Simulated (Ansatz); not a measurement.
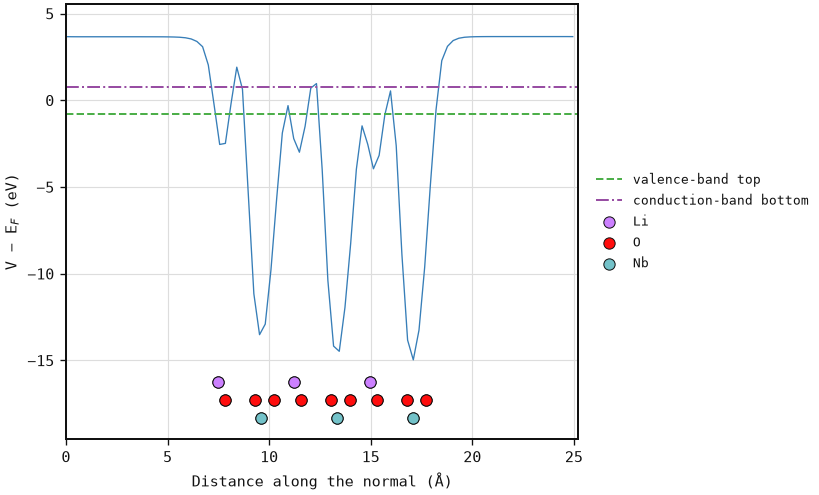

Plane-averaged electrostatic potential energy of an electron across the slab; circles at the bottom mark the heights of the atoms.

Input of the run:

```
crystal:
  lattice:
    - [5.1345591914, 0.0, 0.0]
    - [0.0, 5.4795592023, 0.0]
    - [0.0, 0.0, 25.2233865013]
  atoms:
    - { symbol: Li, position: [0.5, 0.9631367677, 0.2973431026] }
    - { symbol: Li, position: [0.0, 0.4631367677, 0.2973431026] }
    - { symbol: O, position: [0.6252935177, 0.5771904961, 0.3110382614] }
    - { symbol: O, position: [0.8747064823, 0.0771904961, 0.3110382614] }
    - { symbol: O, position: [0.1793274671, 0.4056395969, 0.3689739431] }
    - { symbol: O, position: [0.3206725329, 0.9056395969, 0.3689739431] }
    - { symbol: Nb, position: [0.5, 0.5624383827, 0.3810915536] }
    - { symbol: Nb, position: [0.0, 0.0624383827, 0.3810915536] }
    - { symbol: O, position: [0.6953790152, 0.2956266786, 0.4061271928] }
    - { symbol: O, position: [0.8046209848, 0.7956266786, 0.4061271928] }
    - { symbol: Li, position: [0.0, 0.5241159777, 0.4456079549] }
    - { symbol: Li, position: [0.5, 0.0241159777, 0.4456079549] }
    - { symbol: O, position: [0.1252935177, 0.1381697061, 0.4593031137] }
    - { symbol: O, position: [0.3747064823, 0.6381697061, 0.4593031137] }
    - { symbol: O, position: [0.6793274671, 0.9666188069, 0.5172387953] }
    - { symbol: O, position: [0.8206725329, 0.4666188069, 0.5172387953] }
    - { symbol: Nb, position: [0.0, 0.1234175927, 0.5293564059] }
    - { symbol: Nb, position: [0.5, 0.6234175927, 0.5293564059] }
    - { symbol: O, position: [0.1953790152, 0.8566058886, 0.5543920451] }
    - { symbol: O, position: [0.3046209848, 0.3566058886, 0.5543920451] }
    - { symbol: Li, position: [0.5, 0.0850951878, 0.5938728072] }
    - { symbol: Li, position: [0.0, 0.5850951878, 0.5938728072] }
    - { symbol: O, position: [0.6252935177, 0.6991489161, 0.607567966] }
    - { symbol: O, position: [0.8747064823, 0.1991489161, 0.607567966] }
    - { symbol: O, position: [0.1793274671, 0.5275980169, 0.6655036476] }
    - { symbol: O, position: [0.3206725329, 0.0275980169, 0.6655036476] }
    - { symbol: Nb, position: [0.5, 0.6843968027, 0.6776212582] }
    - { symbol: Nb, position: [0.0, 0.1843968027, 0.6776212582] }
    - { symbol: O, position: [0.6953790152, 0.4175850986, 0.7026568974] }
    - { symbol: O, position: [0.8046209848, 0.9175850986, 0.7026568974] }
basis:
  ecutwfc: 420
kpoints:
  mp_grid: { grid: [5, 5, 1] }
hamiltonian:
  xc: pbesol
scf:
  occupations: { method: gaussian, width: 0.05 }
output:
  forces: true
  stress: true
  eigenvalues: true
  write_density: true
  write_potential: true
  elf: true
  volumetric_format: npy
efield:
  axis: 3
  dipole_correction: true
  ramp_width: 0.04
```

Command:
```bash
ansatz run input.yaml --threads 4 --pin off --max-ram 10240MiB --backend cpu --events-out ev --progress --plain --runs-dir out
```

What are the ionisation potential and the electron affinity of the slab?

Answer. From the vacuum level at the right face the ionisation potential is 4.45 eV and the electron affinity 2.90 eV; the left face gives the same. The slab's gap, their difference before rounding, is 1.55 eV. The two vacuum levels agree, so the slab has no net dipole along its normal.

How thick are slab and vacuum?

Answer. The outermost atoms are 10.2 Å apart, which leaves 15.0 Å of vacuum in a cell 25.2 Å high.

The atoms aren't at rest in this cell (largest force 3.1 eV/Å), so the relaxed material can differ.
